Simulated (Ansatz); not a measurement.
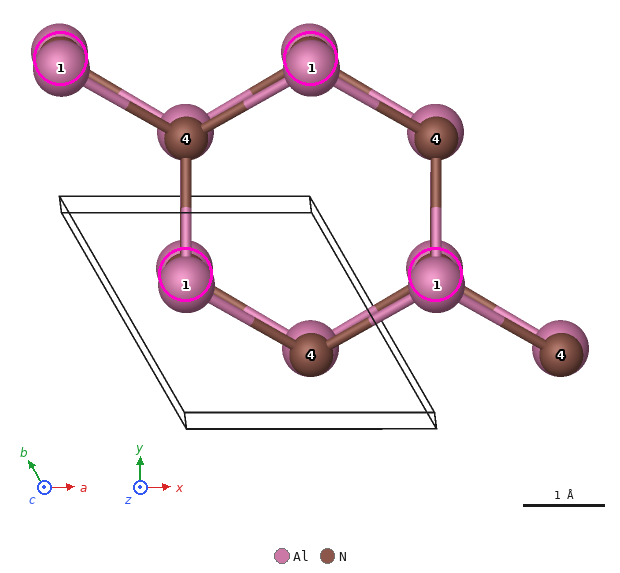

A scan of a crystal of AlN (P6_3mc): N3 (one in each cell of 4 atoms) is moved over the plane of the Cartesian directions x and y, all else fixed. The picture shows the reference cell. The ringed atoms are those of the scanned coordinate. Style: ball-and-stick. Shown: the cell of the calculation, repeated 2 × 2 × 1 with one cell outlined, nearly along the normal of the scanned plane.

Method: Ansatz, DFT PBE, scalar-relativistic, plane waves, PAW. (plane-wave cutoff 420 eV; k-point mesh 12 × 12 × 6; occupations gaussian; smearing width 0.05 eV; no spin polarisation). Energies (free energies at the smearing named) are counted from the cell as listed in its source, which wasn't relaxed.

```
CELL_PARAMETERS angstrom
3.11100 0.00000 0.00000
-1.55550 2.69421 0.00000
0.00000 0.00000 4.97800
ATOMIC_POSITIONS crystal
Al 0.33333 0.66667 0.00000
Al 0.66667 0.33333 0.50000
N 0.33333 0.66667 0.38500
N 0.66667 0.33333 0.88500
```

### What energies does the calculation give on a grid with rows −0.60, −0.30, 0.00, 0.30, 0.60 and columns −0.60, −0.30, 0.00, 0.30, 0.60 (displacement along x (Å); displacement along y (Å))?

Rows: displacement along x (Å); columns: displacement along y (Å); values in eV/cell.

```csv
,−0.60,−0.30,0.00,0.30,0.60
−0.60,16.59,9.34,3.80,1.76,3.73
−0.30,4.33,2.28,0.79,1.15,5.69
0.00,1.51,0.53,0.00,1.06,6.68
0.30,4.33,2.28,0.79,1.15,5.69
0.60,16.59,9.34,3.80,1.76,3.73
```

In pairs of (displacement along x (Å); displacement along y (Å)): the lowest computed point lies at (0.00, 0.00) (0.00 eV/cell), the highest at (−0.60, −0.60), (0.60, −0.60) (16.59 eV/cell).

As a map, interpolated between the computed points (dots):

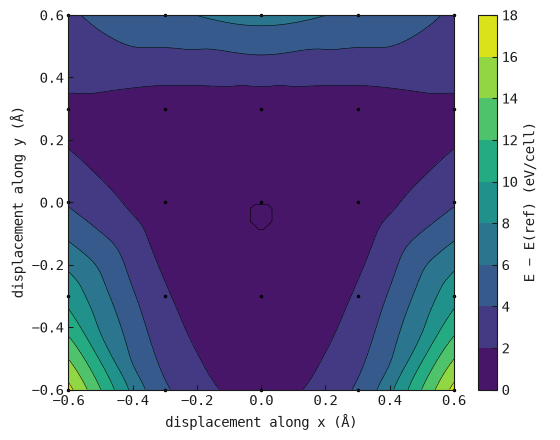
